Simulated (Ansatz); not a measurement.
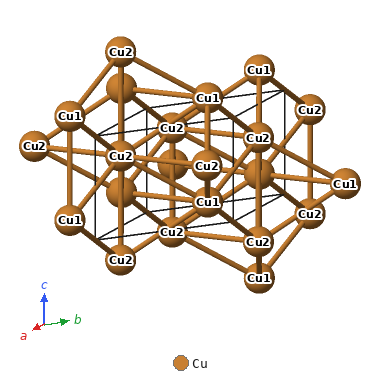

The system is Cu (Cmcm, No. 63; 2 atoms in the cell); the picture shows the reference structure. 
- The energy is mapped over volume and the cell's shape.
- Coordinates scanned: (1) volume per atom; (2) stretch along a over the lengths across it, relative to the relaxed cell.
- Nothing is relaxed (fractional coordinates fixed).
- The scan uses a 5 × 5 grid.
- Points are written as (first, second).
- All energies are given in meV/atom relative to the lowest grid point.
- All numbers below come from Ansatz, DFT PBE, scalar-relativistic, plane waves, PAW. Settings: cutoff 520 eV, k-mesh 20×20×20, gaussian smearing 0.15 eV, no spin polarisation.

Its coordinates:

```
CELL_PARAMETERS angstrom
1.23864 -4.03089 0.00000
1.23864 4.03089 0.00000
0.00000 0.00000 2.51421
ATOMIC_POSITIONS crystal
Cu 0.13404 0.86596 0.25000
Cu 0.86596 0.13404 0.75000
```

The input of one point:

```yaml
crystal:
  lattice:
    - [1.2386412945, -4.0308860292, 0.0]
    - [1.2386412945, 4.0308860292, 0.0]
    - [0.0, 0.0, 2.5142119659]
  atoms:
    - { symbol: Cu, position: [0.1340351705, 0.8659648295, 0.25] }
    - { symbol: Cu, position: [0.8659648295, 0.1340351705, 0.75] }
basis:
  ecutwfc: 520.0
kpoints:
  mp_grid: { grid: [20, 20, 20] }
hamiltonian:
  xc: pbe
  pseudopotentials: { kind: paw, azcp: { folder: soft_1 } }
scf:
  occupations: { method: gaussian, width: 0.15 }
output:
  forces: true
  stress: true
  eigenvalues: true
  write_density: true
  write_potential: true
  elf: true
  volumetric_format: npy
```

Range: volume per atom from 11.05 to 14.06 Å³; stretch along a over the lengths across it, relative to the relaxed cell from 0.923 to 1.083.

> Predict the map.

The lowest grid point is at (12.55 Å³, 1.000). No other kind of well shows on this grid. The highest grid point, (11.05 Å³, 1.083), lies 151 meV/atom above the lowest. Round the minimum the two coordinates are weakly coupled (coupling −0.06 in units of the two stiffnesses).

```csv
"second ↓, first →",11.05,11.80,12.55,13.31,14.06
1.083,151,65,34,42,76
1.041,110,33,9,22,61
1.000,93,20,0,16,57
0.961,104,31,10,26,67
0.923,145,67,41,53,91
```

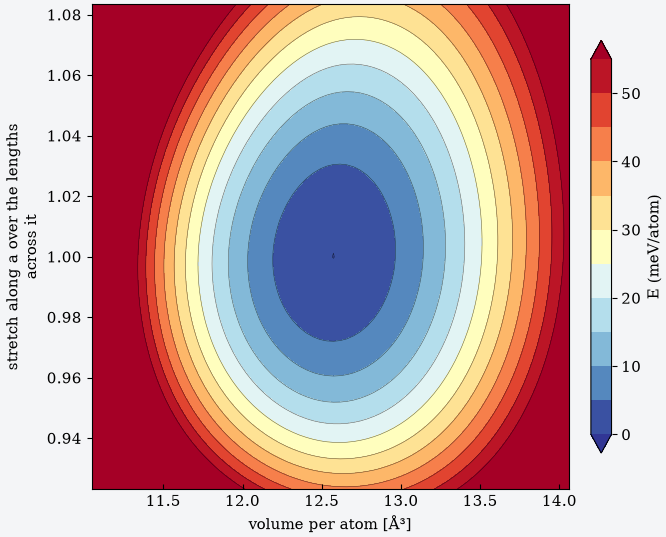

In the figure: filled contours, one colour for all values above the top of the scale. Between grid points the surface is interpolated.

The whole map (25 points run) took 12 min on 2 threads of Arm Neoverse V1, with other jobs on the host.
